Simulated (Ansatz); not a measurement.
## Molecular dynamics, with input and output: TiSi$_{2}$ (part 1 of 4)

System: TiSi$_{2}$ (Fddd, 24 atoms in the cell).
Method: DFT PBEsol, scalar-relativistic, plane waves, PAW, PAW set soft_1, no spin polarisation (Ansatz 0.2.0).

The structure derives from a Materials Project entry. It belongs to a series of runs on one base structure; here: dynamics from the start.

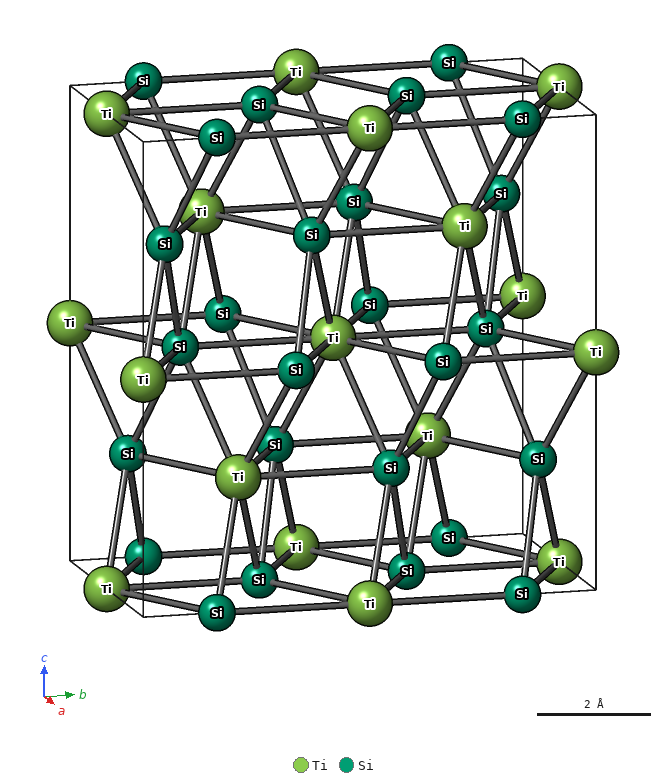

Fig. 1: The input geometry (ball-and-stick view of the cell of the calculation, seen slightly off an axis). An atom can appear more than once, as a periodic image.

Summary:

- outcome: finished
- mean temperature over the second half: 1671 K
- trajectory: 150 steps, 300 fs
- ensemble: nvt_langevin
- temperature in the input: 2000.0 K
- time step: 2 fs
- space group of the start (tolerance 0.01 Å): Fddd (70)
- electrons treated: 160
- potential energy (free energy of the electrons) (last step): −29744.2038 eV
- Fermi energy (last step): 11.833 eV
- largest force (length of the vector) (last step): 5.335 eV/Å
- hardware: 2 threads of Arm Neoverse V1, 24 GiB of memory available, shared host
- wall time: 27 min (CPU time 54 min)
- peak memory: 1.1 GiB

Remarks:

Warnings of the run: the PAW datasets were made with another functional. The input asks for low accuracy. So short a trajectory is not equilibrated. The logged temperature at the start can lie below the typed one, since it is counted over all degrees of freedom.

Input:
```yaml
accuracy: low
crystal:
  lattice:
    - [4.857382, 0.0, 0.0]
    - [0.0, 8.370057, 0.0]
    - [0.0, 0.0, 8.665588]
  atoms:
    - { symbol: Ti, position: [0.5, 0.5, 0.5] }
    - { symbol: Ti, position: [0.75, 0.75, 0.75] }
    - { symbol: Si, position: [0.5, 0.8374344, 0.5] }
    - { symbol: Si, position: [0.5, 0.1625656, 0.5] }
    - { symbol: Si, position: [0.25, 0.0874344, 0.25] }
    - { symbol: Si, position: [0.25, 0.4125656, 0.25] }
    - { symbol: Ti, position: [0.0, 0.0, 0.5] }
    - { symbol: Ti, position: [0.25, 0.25, 0.75] }
    - { symbol: Si, position: [0.0, 0.3374344, 0.5] }
    - { symbol: Si, position: [0.0, 0.6625656, 0.5] }
    - { symbol: Si, position: [0.75, 0.5874344, 0.25] }
    - { symbol: Si, position: [0.75, 0.9125656, 0.25] }
    - { symbol: Ti, position: [0.0, 0.5, 0.0] }
    - { symbol: Ti, position: [0.25, 0.75, 0.25] }
    - { symbol: Si, position: [0.0, 0.8374344, 0.0] }
    - { symbol: Si, position: [0.0, 0.1625656, 0.0] }
    - { symbol: Si, position: [0.75, 0.0874344, 0.75] }
    - { symbol: Si, position: [0.75, 0.4125656, 0.75] }
    - { symbol: Ti, position: [0.5, 0.0, 0.0] }
    - { symbol: Ti, position: [0.75, 0.25, 0.25] }
    - { symbol: Si, position: [0.5, 0.3374344, 0.0] }
    - { symbol: Si, position: [0.5, 0.6625656, 0.0] }
    - { symbol: Si, position: [0.25, 0.5874344, 0.75] }
    - { symbol: Si, position: [0.25, 0.9125656, 0.75] }
basis:
  ecutwfc: 420.0
kpoints:
  mp_grid: { grid: [3, 2, 2] }
hamiltonian:
  xc: pbesol
  pseudopotentials: { kind: paw, azcp: { folder: soft_1 } }
scf:
  occupations: { method: fermi_dirac, width: 0.17 }
  lower_state_search: "off"
md:
  timestep: 2
  n_steps: 150
  ensemble: nvt_langevin
  temperature: 2000.0
  initial_velocities: maxwell_boltzmann
  seed: 849459
  friction: 0.02
```

Run as:
```bash
ansatz run input.yaml --threads 2 --pin off --max-ram 5120MiB --backend cpu --events-out ev --progress --plain --runs-dir out
```

Log:
```
Warning: md: disabling space-group detection — thermal motion breaks the input geometry's symmetry, so no spatial operation reduces the k-mesh or symmetrises the density; time reversal is kept, so that k and −k are solved as one point where they differ and the mesh holds both, and exact exchange and, on two spinor components, a DFT+U term hold to it where the run has them: on two components no moment then forms, and a state that bears one, which a typed moment (crystal.atoms[].spin; refused beside efield: under a hybrid functional) reaches, can lie lower, under hf by electronvolts; crystal.symmetry.detect: false (a key that needs symmetry detection or time reversal refuses this as the deck is read) with time_reversal: false beside it drops time reversal too
Warning: [file] the record states the generating functional pbe (its physics header spells it `PBE`), which answers neither for hamiltonian.xc's functional nor for the pbesol family's — results may be inconsistent (PPs are generated against a specific XC)
Warning: [file] the record states the generating functional pbe (its physics header spells it `PBE`), which answers neither for hamiltonian.xc's functional nor for the pbesol family's — results may be inconsistent (PPs are generated against a specific XC)
band count auto-derived: 110 (N_el = 160.0; filled up to band 80; 104 by the electrons, moments and atoms)
Engine: ansatz 0.2.0, aarch64-unknown-linux-gnu
Pseudopotentials: kind: paw
Pseudopotential: Ti, paw, valence charge 12, recommended cutoff 420 eV (normal), [file]
Pseudopotential: Si, paw, valence charge 4, recommended cutoff 420 eV (normal), [file]
Functional definition: PBEsol
  exchange = pbesol_x
  correlation = pbesol_c
Crystal: 24 atoms, lattice volume = 352.313 Å³
Basis set: ecut = 420 eV, 6879 PW (Γ), exchange–correlation on 72×120×120 points (8 copies of the dense FFT grid, shifted against one another)
Bands: 110, of which v1, the nominal top of the filled ones, is band 80 counted from 1 (79 counted from 0)
Symmetry: 1 space group operations
k-points: 8 of 12 (time reversal used)
Non-local potential: Ti, projectors of the file, l = 0: 3, l = 1: 2, l = 2: 3, l = 3: 1
Non-local potential: Si, projectors of the file, l = 0: 2, l = 1: 2, l = 2: 1
PAW form: soft (Blöchl's): semilocal exchange-correlation on the pseudo side does not see the compensation charge
PAW frozen core: Ti, regenerated for the run's functional, and the local potential with it (the file was generated under x = pbe(κ = 0.804, μ = 0.2195149727645171), c = pbe(β = 0.06672455060314922))
PAW frozen core: Si, regenerated for the run's functional, and the local potential with it (the file was generated under x = pbe(κ = 0.804, μ = 0.2195149727645171), c = pbe(β = 0.06672455060314922))
PAW one-centre angular grid: Ti, 590 points (default); XC on 64 Gauss nodes
PAW one-centre angular grid: Si, 110 points (default); XC on 64 Gauss nodes
Initial density: superposition of atomic densities (chi_scale 0.1, normalization cell, long waves kept (reshape's long-wave potential 0.00 eV rms))
Initial wavefunctions: pseudopotential atomic-orbital guess
Functional: x = pbesol(κ = 0.804, μ = 0.12345679012345678), c = pbesol(β = 0.046)
SCF iter   1: F=—  HF=-29753.419188 eV  |F-HF|=—  |Δ(HF+E_count)|=         —  Δρ=3.60e-2  dr2=8.05e0  ethr=3.10e-3  ⟨swp⟩=6.6  Hψ=3738  notcnv=0
preconditioner: auto → Kerker (q_TF=auto, 2.392 Å⁻¹)  [metal: Δε(μ)=0.071 eV  Ē_g=6.390 eV  σ=0.170 eV  W_gap=0.10  n_scr=78 (ndim 8)  ℏωp=19.4 eV  f_vac=0.000  D(μ)=10.04/eV (n_scr^D=70)]
SCF iter   2: F=—  HF=-29751.788655 eV  |F-HF|=—  |Δ(HF+E_count)|=    1.63e0  Δρ=2.21e-2  dr2=2.87e0  ethr=3.10e-3  ⟨swp⟩=2.0  Hψ=1153  notcnv=0
SCF iter   3: F=—  HF=-29750.791360 eV  |F-HF|=—  |Δ(HF+E_count)|=   9.97e-1  Δρ=2.01e-3  dr2=1.22e-2  ethr=1.79e-3  ⟨swp⟩=2.5  Hψ=1497  notcnv=0
SCF iter   4: F=—  HF=-29750.787557 eV  |F-HF|=—  |Δ(HF+E_count)|=   3.80e-3  Δρ=5.43e-4  dr2=1.06e-3  ethr=7.63e-6  ⟨swp⟩=2.2  Hψ=1452  notcnv=0
SCF iter   5: F=—  HF=-29750.787432 eV  |F-HF|=—  |Δ(HF+E_count)|=   1.25e-4  Δρ=1.13e-4  dr2=3.93e-5  ethr=6.60e-7  ⟨swp⟩=2.1  Hψ=1107  notcnv=0
SCF iter   6: F=—  HF=-29750.787235 eV  |F-HF|=—  |Δ(HF+E_count)|=   1.96e-4  Δρ=2.22e-5  dr2=1.30e-6  ethr=2.46e-8  ⟨swp⟩=2.8  Hψ=1603  notcnv=0
SCF iter   7: F=—  HF=-29750.787192 eV  |F-HF|=—  |Δ(HF+E_count)|=   4.39e-5  Δρ=3.84e-6  dr2=4.83e-8  ethr=8.11e-10  ⟨swp⟩=2.8  Hψ=1545  notcnv=0
SCF iter   8: F=-29750.787192 eV  HF=-29750.787192 eV  |F-HF|=9.60e-10  |Δ(HF+E_count)|=   1.64e-8  Δρ=5.73e-7  dr2=1.28e-9  ethr=1.50e-11  ⟨swp⟩=4.0  Hψ=2365  notcnv=0
SCF 1 converged in 8 iterations: F = -29750.787192 eV  dr2 = 1.28e-9
  greatest PAW one-centre occupation: 0.998 electrons in one spin orbital (limit 2), on the Ti atom at site 13 (counted from 0), in its partial waves of l = 0
md step     0: t =     0.00 fs  T =  1916.7 K  F+E_penalty+E_count = -29750.78719155 eV  E_kin = 5.945960 eV  (8 SCF iters)
Initial density: handed on by an earlier stage of this run
Initial wavefunctions: those handed on with the density
iter 1 solved again at ethr=4.85e-5 eV; its pass at ethr=3.10e-3 eV (dr2=7.76e-2 eV) is discarded
SCF iter   1: F=—  HF=-29750.748912 eV  |F-HF|=—  |Δ(HF+E_count)|=         —  Δρ=2.80e-3  dr2=7.78e-2  ethr=4.85e-5  ⟨swp⟩=1.0  Hψ=4810  notcnv=0
preconditioner: auto → Kerker (q_TF=auto, 2.392 Å⁻¹)  [metal: Δε(μ)=0.040 eV  Ē_g=6.465 eV  σ=0.170 eV  W_gap=0.06  n_scr=78 (ndim 8)  ℏωp=19.4 eV  f_vac=0.000  D(μ)=10.54/eV (n_scr^D=74)]
SCF iter   2: F=—  HF=-29750.738505 eV  |F-HF|=—  |Δ(HF+E_count)|=   1.04e-2  Δρ=1.60e-3  dr2=3.09e-2  ethr=4.85e-5  ⟨swp⟩=1.0  Hψ=880  notcnv=0
SCF iter   3: F=—  HF=-29750.732190 eV  |F-HF|=—  |Δ(HF+E_count)|=   6.32e-3  Δρ=1.77e-4  dr2=2.94e-4  ethr=1.93e-5  ⟨swp⟩=2.0  Hψ=1154  notcnv=0
SCF iter   4: F=—  HF=-29750.732169 eV  |F-HF|=—  |Δ(HF+E_count)|=   2.08e-5  Δρ=6.41e-5  dr2=3.35e-5  ethr=1.84e-7  ⟨swp⟩=2.5  Hψ=1264  notcnv=0
SCF iter   5: F=—  HF=-29750.731990 eV  |F-HF|=—  |Δ(HF+E_count)|=   1.79e-4  Δρ=1.02e-5  dr2=6.44e-7  ethr=2.09e-8  ⟨swp⟩=2.2  Hψ=1116  notcnv=0
SCF iter   6: F=—  HF=-29750.731941 eV  |F-HF|=—  |Δ(HF+E_count)|=   4.92e-5  Δρ=3.03e-6  dr2=4.44e-8  ethr=4.03e-10  ⟨swp⟩=2.2  Hψ=1430  notcnv=0
SCF iter   7: F=-29750.731941 eV  HF=-29750.731941 eV  |F-HF|=2.40e-9  |Δ(HF+E_count)|=   8.55e-9  Δρ=7.46e-7  dr2=3.05e-9  ethr=1.50e-11  ⟨swp⟩=4.0  Hψ=2359  notcnv=0
SCF 2 converged in 7 iterations: F = -29750.731941 eV  dr2 = 3.05e-9
  greatest PAW one-centre occupation: 0.998 electrons in one spin orbital (limit 2), on the Ti atom at site 1 (counted from 0), in its partial waves of l = 0
md step     1: t =     2.00 fs  T =  2011.7 K  F+E_penalty+E_count = -29750.73194115 eV  E_kin = 6.240810 eV  (7 SCF iters)
[... from here on the SCF iterations and repeated set-up lines of each step are left out, up to the last step ...]
md step     2: t =     4.00 fs  T =  1939.6 K  F+E_penalty+E_count = -29750.56918196 eV  E_kin = 6.017019 eV  (7 SCF iters)
md step     3: t =     6.00 fs  T =  2005.5 K  F+E_penalty+E_count = -29750.29843362 eV  E_kin = 6.221429 eV  (7 SCF iters)
md step     4: t =     8.00 fs  T =  1880.2 K  F+E_penalty+E_count = -29749.92755456 eV  E_kin = 5.832884 eV  (7 SCF iters)
md step     5: t =    10.00 fs  T =  1579.8 K  F+E_penalty+E_count = -29749.50081838 eV  E_kin = 4.900816 eV  (5 SCF iters)
md step     6: t =    12.00 fs  T =  1432.9 K  F+E_penalty+E_count = -29749.05824745 eV  E_kin = 4.445112 eV  (6 SCF iters)
md step     7: t =    14.00 fs  T =  1201.1 K  F+E_penalty+E_count = -29748.61337692 eV  E_kin = 3.726009 eV  (6 SCF iters)
md step     8: t =    16.00 fs  T =   975.4 K  F+E_penalty+E_count = -29748.19551794 eV  E_kin = 3.025809 eV  (5 SCF iters)
md step     9: t =    18.00 fs  T =  1065.0 K  F+E_penalty+E_count = -29747.79476291 eV  E_kin = 3.304014 eV  (5 SCF iters)
md step    10: t =    20.00 fs  T =   943.2 K  F+E_penalty+E_count = -29747.42244375 eV  E_kin = 2.925993 eV  (7 SCF iters)
md step    11: t =    22.00 fs  T =   946.5 K  F+E_penalty+E_count = -29747.11943279 eV  E_kin = 2.936241 eV  (6 SCF iters)
md step    12: t =    24.00 fs  T =   948.5 K  F+E_penalty+E_count = -29746.86867708 eV  E_kin = 2.942576 eV  (6 SCF iters)
md step    13: t =    26.00 fs  T =   923.3 K  F+E_penalty+E_count = -29746.67352187 eV  E_kin = 2.864164 eV  (6 SCF iters)
md step    14: t =    28.00 fs  T =   899.8 K  F+E_penalty+E_count = -29746.57018620 eV  E_kin = 2.791380 eV  (6 SCF iters)
md step    15: t =    30.00 fs  T =   980.3 K  F+E_penalty+E_count = -29746.55174671 eV  E_kin = 3.041020 eV  (6 SCF iters)
md step    16: t =    32.00 fs  T =   954.3 K  F+E_penalty+E_count = -29746.59611356 eV  E_kin = 2.960369 eV  (6 SCF iters)
md step    17: t =    34.00 fs  T =  1256.6 K  F+E_penalty+E_count = -29746.68197152 eV  E_kin = 3.898141 eV  (6 SCF iters)
md step    18: t =    36.00 fs  T =  1326.4 K  F+E_penalty+E_count = -29746.74390137 eV  E_kin = 4.114860 eV  (6 SCF iters)
md step    19: t =    38.00 fs  T =  1269.6 K  F+E_penalty+E_count = -29746.76195409 eV  E_kin = 3.938537 eV  (6 SCF iters)
md step    20: t =    40.00 fs  T =  1302.1 K  F+E_penalty+E_count = -29746.73817527 eV  E_kin = 4.039433 eV  (7 SCF iters)
md step    21: t =    42.00 fs  T =  1211.7 K  F+E_penalty+E_count = -29746.65178842 eV  E_kin = 3.758895 eV  (6 SCF iters)
md step    22: t =    44.00 fs  T =  1310.6 K  F+E_penalty+E_count = -29746.53853137 eV  E_kin = 4.065740 eV  (6 SCF iters)
md step    23: t =    46.00 fs  T =  1155.9 K  F+E_penalty+E_count = -29746.45047631 eV  E_kin = 3.585949 eV  (6 SCF iters)
md step    24: t =    48.00 fs  T =  1148.6 K  F+E_penalty+E_count = -29746.37561052 eV  E_kin = 3.563299 eV  (6 SCF iters)
md step    25: t =    50.00 fs  T =  1162.5 K  F+E_penalty+E_count = -29746.29607067 eV  E_kin = 3.606469 eV  (6 SCF iters)
md step    26: t =    52.00 fs  T =  1213.5 K  F+E_penalty+E_count = -29746.21941238 eV  E_kin = 3.764595 eV  (6 SCF iters)
md step    27: t =    54.00 fs  T =  1138.6 K  F+E_penalty+E_count = -29746.18224891 eV  E_kin = 3.532105 eV  (6 SCF iters)
md step    28: t =    56.00 fs  T =  1099.5 K  F+E_penalty+E_count = -29746.21976898 eV  E_kin = 3.411027 eV  (6 SCF iters)
md step    29: t =    58.00 fs  T =  1170.3 K  F+E_penalty+E_count = -29746.29199801 eV  E_kin = 3.630633 eV  (6 SCF iters)
md step    30: t =    60.00 fs  T =  1180.0 K  F+E_penalty+E_count = -29746.39002987 eV  E_kin = 3.660599 eV  (6 SCF iters)
md step    31: t =    62.00 fs  T =  1321.4 K  F+E_penalty+E_count = -29746.52214148 eV  E_kin = 4.099241 eV  (6 SCF iters)
md step    32: t =    64.00 fs  T =  1433.1 K  F+E_penalty+E_count = -29746.63341300 eV  E_kin = 4.445863 eV  (6 SCF iters)
md step    33: t =    66.00 fs  T =  1467.9 K  F+E_penalty+E_count = -29746.70143309 eV  E_kin = 4.553787 eV  (6 SCF iters)
md step    34: t =    68.00 fs  T =  1474.9 K  F+E_penalty+E_count = -29746.73020139 eV  E_kin = 4.575455 eV  (6 SCF iters)
md step    35: t =    70.00 fs  T =  1467.6 K  F+E_penalty+E_count = -29746.70705224 eV  E_kin = 4.552817 eV  (6 SCF iters)
md step    36: t =    72.00 fs  T =  1334.2 K  F+E_penalty+E_count = -29746.62866428 eV  E_kin = 4.138863 eV  (6 SCF iters)
md step    37: t =    74.00 fs  T =  1266.6 K  F+E_penalty+E_count = -29746.51387115 eV  E_kin = 3.929155 eV  (6 SCF iters)
md step    38: t =    76.00 fs  T =  1349.4 K  F+E_penalty+E_count = -29746.37555799 eV  E_kin = 4.186214 eV  (6 SCF iters)
md step    39: t =    78.00 fs  T =  1347.2 K  F+E_penalty+E_count = -29746.21407765 eV  E_kin = 4.179464 eV  (6 SCF iters)
md step    40: t =    80.00 fs  T =  1397.3 K  F+E_penalty+E_count = -29746.08905159 eV  E_kin = 4.334761 eV  (7 SCF iters)
md step    41: t =    82.00 fs  T =  1526.6 K  F+E_penalty+E_count = -29746.01311946 eV  E_kin = 4.735927 eV  (6 SCF iters)
md step    42: t =    84.00 fs  T =  1494.7 K  F+E_penalty+E_count = -29745.92975582 eV  E_kin = 4.636871 eV  (6 SCF iters)
md step    43: t =    86.00 fs  T =  1459.1 K  F+E_penalty+E_count = -29745.87370031 eV  E_kin = 4.526439 eV  (6 SCF iters)
md step    44: t =    88.00 fs  T =  1397.6 K  F+E_penalty+E_count = -29745.89324074 eV  E_kin = 4.335616 eV  (6 SCF iters)
md step    45: t =    90.00 fs  T =  1483.3 K  F+E_penalty+E_count = -29745.97032679 eV  E_kin = 4.601439 eV  (6 SCF iters)
md step    46: t =    92.00 fs  T =  1352.3 K  F+E_penalty+E_count = -29746.04607017 eV  E_kin = 4.195252 eV  (6 SCF iters)
md step    47: t =    94.00 fs  T =  1349.7 K  F+E_penalty+E_count = -29746.09424057 eV  E_kin = 4.187196 eV  (6 SCF iters)
md step    48: t =    96.00 fs  T =  1385.3 K  F+E_penalty+E_count = -29746.13531739 eV  E_kin = 4.297676 eV  (6 SCF iters)
md step    49: t =    98.00 fs  T =  1339.2 K  F+E_penalty+E_count = -29746.15879444 eV  E_kin = 4.154606 eV  (6 SCF iters)
md step    50: t =   100.00 fs  T =  1457.1 K  F+E_penalty+E_count = -29746.12832058 eV  E_kin = 4.520215 eV  (7 SCF iters)
md step    51: t =   102.00 fs  T =  1352.5 K  F+E_penalty+E_count = -29746.05546249 eV  E_kin = 4.195793 eV  (6 SCF iters)
md step    52: t =   104.00 fs  T =  1595.0 K  F+E_penalty+E_count = -29745.96379448 eV  E_kin = 4.948010 eV  (6 SCF iters)
md step    53: t =   106.00 fs  T =  1442.9 K  F+E_penalty+E_count = -29745.84036271 eV  E_kin = 4.476238 eV  (7 SCF iters)
md step    54: t =   108.00 fs  T =  1332.8 K  F+E_penalty+E_count = -29745.70564914 eV  E_kin = 4.134680 eV  (6 SCF iters)
md step    55: t =   110.00 fs  T =  1315.0 K  F+E_penalty+E_count = -29745.56709288 eV  E_kin = 4.079479 eV  (6 SCF iters)
md step    56: t =   112.00 fs  T =  1464.9 K  F+E_penalty+E_count = -29745.41881706 eV  E_kin = 4.544544 eV  (6 SCF iters)
md step    57: t =   114.00 fs  T =  1373.3 K  F+E_penalty+E_count = -29745.27693872 eV  E_kin = 4.260176 eV  (6 SCF iters)
md step    58: t =   116.00 fs  T =  1444.1 K  F+E_penalty+E_count = -29745.13635148 eV  E_kin = 4.480059 eV  (6 SCF iters)
```
